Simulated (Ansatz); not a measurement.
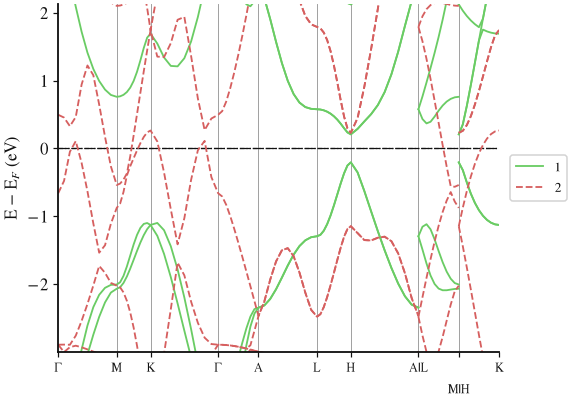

Band structures of SnO, space group P6_3/mmc, 4 atoms in the cell, h-MgO (five-fold) type, in two conditions, on a common k axis. Each is counted from its own Fermi level. Computed with Ansatz 0.2.0: DFT, PBE, plane waves, PAW, no spin polarisation.

### Which set of bands belongs to which condition: 19.11 Å³ per atom or 16.28 Å³ per atom?

1: 19.11 Å³ per atom; 2: 16.28 Å³ per atom. At 19.11 Å³ per atom the gap along the path is 0.41 eV, direct; at 16.28 Å³ per atom it is a metal.
